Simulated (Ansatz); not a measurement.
## Run report: TiO$_{2}$, field-gradient calculation (part 1 of 2)

- system: TiO$_{2}$ (Pbca, 24 atoms in the cell)
- method: DFT, PBE, plane-wave PAW, default files, scalar-relativistic, no spin polarisation (Ansatz 0.2.0)

The structure derives from an entry of the Crystallography Open Database. Figures and captions count atoms from 1; the log counts them from 0 in places.

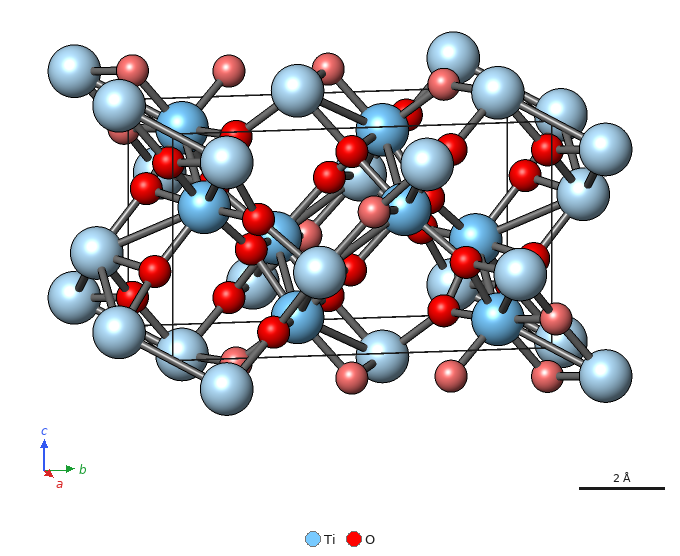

Fig. 1: The input geometry (ball-and-stick view of the cell of the calculation, seen slightly off an axis; neighbours outside the cell are drawn fainter). Near neighbours in the crystal (not all of them lie inside the picture): Ti has 6 O at 1.92 to 1.99 Å and 3 Ti at 2.94 to 2.97 Å; O has 3 Ti at 1.92 to 1.99 Å.

The input:
```yaml
crystal:
  lattice:
    - [5.145, 0.0, 0.0]
    - [0.0, 9.185, 0.0]
    - [0.0, 0.0, 5.447]
  atoms:
    - { symbol: Ti, position: [0.127, 0.127, 0.887] }
    - { symbol: Ti, position: [0.627, 0.373, 0.113] }
    - { symbol: Ti, position: [0.873, 0.627, 0.613] }
    - { symbol: Ti, position: [0.373, 0.873, 0.387] }
    - { symbol: Ti, position: [0.873, 0.873, 0.113] }
    - { symbol: Ti, position: [0.373, 0.627, 0.887] }
    - { symbol: Ti, position: [0.127, 0.373, 0.387] }
    - { symbol: Ti, position: [0.627, 0.127, 0.613] }
    - { symbol: O, position: [0.465, 0.23, 0.895] }
    - { symbol: O, position: [0.965, 0.27, 0.105] }
    - { symbol: O, position: [0.535, 0.73, 0.605] }
    - { symbol: O, position: [0.035, 0.77, 0.395] }
    - { symbol: O, position: [0.535, 0.77, 0.105] }
    - { symbol: O, position: [0.035, 0.73, 0.895] }
    - { symbol: O, position: [0.465, 0.27, 0.395] }
    - { symbol: O, position: [0.965, 0.23, 0.605] }
    - { symbol: O, position: [0.82, 0.01, 0.845] }
    - { symbol: O, position: [0.32, 0.49, 0.155] }
    - { symbol: O, position: [0.18, 0.51, 0.655] }
    - { symbol: O, position: [0.68, 0.99, 0.345] }
    - { symbol: O, position: [0.18, 0.99, 0.155] }
    - { symbol: O, position: [0.68, 0.51, 0.845] }
    - { symbol: O, position: [0.82, 0.49, 0.345] }
    - { symbol: O, position: [0.32, 0.01, 0.655] }
kpoints:
  mp_grid: { grid: [5, 3, 4] }
scf:
  occupations: { method: fermi_dirac, width: 0.02 }
hamiltonian:
  xc: pbe
  pseudopotentials: { kind: paw }
output:
  forces: true
  stress: true
  populations: true
  efg:
    quadrupole_moments_barn: { Ti: 0.247, O: -0.02558 }
    contact_densities: true
```

Hardware: 1 thread of AMD EPYC (Zen 5), 192 GiB of memory available, shared host.

Launched with:
```bash
ansatz run input.yaml --threads 1 --pin off --max-ram 3072MiB --backend cpu --events-out ev --progress --plain --runs-dir out
```

Log:
```
Engine: ansatz 0.2.0, x86_64-unknown-linux-gnu
Pseudopotentials: kind: paw
Pseudopotential: Ti, paw, valence charge 12, recommended cutoff 420 eV (normal), Ti.paw.azcp
Pseudopotential: O, paw, valence charge 6, recommended cutoff 420 eV (normal), O.paw.azcp
Functional definition: PBE
  parameter kappa = 0.804
  parameter beta = 0.06672455060314922
  exchange = pbe_x(kappa = kappa, mu = beta*pi^2/3)
  correlation = pbe_c(beta = beta)
Crystal: 24 atoms, lattice volume = 257.408 Å³
Basis set: ecut = 420 eV, 5049 PW (Γ), exchange–correlation on 72×128×80 points (8 copies of the dense FFT grid, shifted against one another)
Bands: 120, of which v1, the nominal top of the filled ones, is band 96 counted from 1 (95 counted from 0)
Symmetry: 8 space group operations
Space group: Pbca (ITA 61), of the structure as read, at distance tolerance 6.4e-5 Å
k-points: 18 of 60
Non-local potential: Ti, projectors of the file, l = 0: 3, l = 1: 2, l = 2: 3, l = 3: 1
Non-local potential: O, projectors of the file, l = 0: 2, l = 1: 2, l = 2: 1
PAW form: soft (Blöchl's): semilocal exchange-correlation on the pseudo side does not see the compensation charge
PAW one-centre angular grid: Ti, 590 points (default); XC on 64 Gauss nodes
PAW one-centre angular grid: O, 110 points (default); XC on 64 Gauss nodes
Initial density: superposition of atomic densities (neutral atoms: chi_scale 0, normalization atom), corrected by the library's trained network
Initial wavefunctions: pseudopotential atomic-orbital guess
Functional: x = pbe(κ = 0.804, μ = 0.2195149727645171), c = pbe(β = 0.06672455060314922)
SCF iter   1: F=—  HF=-29109.211578 eV  |F-HF|=—  |Δ(HF+E_count)|=         —  Δρ=3.14e-3  dr2=9.55e-3  ethr=1.77e-3  ⟨swp⟩=5.0  Hψ=7963  notcnv=0  defer=49
preconditioner: auto → Resta (q_TF=auto, 2.598 Å⁻¹)  ε∞=8.5  [insulator: Δε(μ)=2.153 eV  Ē_g=9.542 eV  σ=0.020 eV  W_gap=1.00  n_scr=66 (ndim 8)  ℏωp=26.2 eV  f_vac=0.045  D(μ)=0.00/eV (n_scr^D=0)  ε∞_Penn≈8.5]
SCF iter   2: F=—  HF=-29109.215347 eV  |F-HF|=—  |Δ(HF+E_count)|=   3.77e-3  Δρ=1.68e-3  dr2=2.30e-3  ethr=4.97e-6  ⟨swp⟩=2.0  Hψ=3301  notcnv=0  defer=305
SCF iter   3: F=—  HF=-29109.217571 eV  |F-HF|=—  |Δ(HF+E_count)|=   2.22e-3  Δρ=6.99e-4  dr2=1.27e-3  ethr=1.20e-6  ⟨swp⟩=2.0  Hψ=3005  notcnv=0  defer=305
SCF iter   4: F=—  HF=-29109.217537 eV  |F-HF|=—  |Δ(HF+E_count)|=   3.40e-5  Δρ=1.51e-4  dr2=5.41e-5  ethr=6.61e-7  ⟨swp⟩=2.0  Hψ=2670  notcnv=0  defer=305
SCF iter   5: F=—  HF=-29109.218093 eV  |F-HF|=—  |Δ(HF+E_count)|=   5.56e-4  Δρ=5.20e-5  dr2=7.74e-6  ethr=2.82e-8  ⟨swp⟩=2.0  Hψ=3005  notcnv=0  defer=305
SCF iter   6: F=—  HF=-29109.218094 eV  |F-HF|=—  |Δ(HF+E_count)|=   1.50e-6  Δρ=2.54e-5  dr2=1.70e-6  ethr=4.03e-9  ⟨swp⟩=2.0  Hψ=2797  notcnv=0  defer=305
SCF iter   7: F=—  HF=-29109.218095 eV  |F-HF|=—  |Δ(HF+E_count)|=   6.95e-7  Δρ=2.84e-5  dr2=2.08e-6  ethr=8.86e-10  ⟨swp⟩=2.3  Hψ=3166  notcnv=0  defer=305
SCF iter   8: F=-29109.218095 eV  HF=-29109.218095 eV  |F-HF|=5.69e-8  |Δ(HF+E_count)|=   2.64e-7  Δρ=4.69e-6  dr2=5.68e-8  ethr=5.21e-11  ⟨swp⟩=8.1  Hψ=9656  notcnv=0
SCF 1 converged in 8 iterations: F = -29109.218095 eV  dr2 = 5.68e-8
  greatest PAW one-centre occupation: 0.999 electrons in one spin orbital (limit 2), on the Ti atom at site 7 (counted from 0), in its partial waves of l = 0
SCF converged after 8 iterations
Free energy (F): -29109.218095 eV
Harris-Foulkes:  -29109.218095 eV  (|F-HF|=5.69e-8)
Internal energy: -29109.218095 eV  (E = F + TS)
E sigma→0 (E₀):  -29109.218095 eV
Fermi energy:    9.321735 eV
--- Per-component energies (eV) ---
  E_band       = -1661.350066
  E_kinetic    = 4991.856911
  E_local      = -13105.622877  (includes V_loc(G=0)·N_el)
  E_nonlocal   = 786.260548
  E_hartree    = 5033.721082
  E_xc         = -1971.886709
  E_vxc        = -2497.416910  (∫ρ·V_xc dr)
  E_paw        = -10888.640162  (= ΣΔE_a)
  E_vpaw       = -1903.899014  (= ΣTr[D̂ρ^β])
  E_aug_tail   = 0.040886  (compensation charges beyond the density's cutoff)
  E_ewald      = -13954.947774
  E_smearing   = -0.000000  (= −TS)
  E_closure    = -0.000000  (closes the sum)
  Σ components = -29109.218095   (vs F -29109.218095, Δ=0.00e0)
--- Forces (eV/Å), atoms counted from 1 ---
  atom   1  Ti     0.34757635     0.68475966     0.29968649
  atom   2  Ti     0.34757635    -0.68475966    -0.29968649
  atom   3  Ti    -0.34757635     0.68475966    -0.29968649
  atom   4  Ti    -0.34757635    -0.68475966     0.29968649
  atom   5  Ti    -0.34757635    -0.68475966    -0.29968649
  atom   6  Ti    -0.34757635     0.68475966     0.29968649
  atom   7  Ti     0.34757635    -0.68475966     0.29968649
  atom   8  Ti     0.34757635     0.68475966    -0.29968649
  atom   9  O     -0.11643947    -0.09841151    -0.10389350
  atom  10  O     -0.11643947     0.09841151     0.10389350
  atom  11  O      0.11643947    -0.09841151     0.10389350
  atom  12  O      0.11643947     0.09841151    -0.10389350
  atom  13  O      0.11643947     0.09841151     0.10389350
  atom  14  O      0.11643947    -0.09841151    -0.10389350
  atom  15  O     -0.11643947     0.09841151    -0.10389350
  atom  16  O     -0.11643947    -0.09841151     0.10389350
  atom  17  O     -0.06809138    -0.36081696     0.29553366
  atom  18  O     -0.06809138     0.36081696    -0.29553366
  atom  19  O      0.06809138    -0.36081696    -0.29553366
  atom  20  O      0.06809138     0.36081696     0.29553366
  atom  21  O      0.06809138     0.36081696    -0.29553366
  atom  22  O      0.06809138    -0.36081696     0.29553366
  atom  23  O     -0.06809138     0.36081696     0.29553366
  atom  24  O     -0.06809138    -0.36081696    -0.29553366
  max |Σ_I F_I| component: 8.33e-17 eV/Å
--- Stress (GPa, compression-positive) ---
        7.280809       0.000000       0.000000
        0.000000       4.685587      -0.000000
        0.000000      -0.000000       4.193677
  P = ⅓ Tr σ = 5.3867 GPa (53.867 kbar)
```
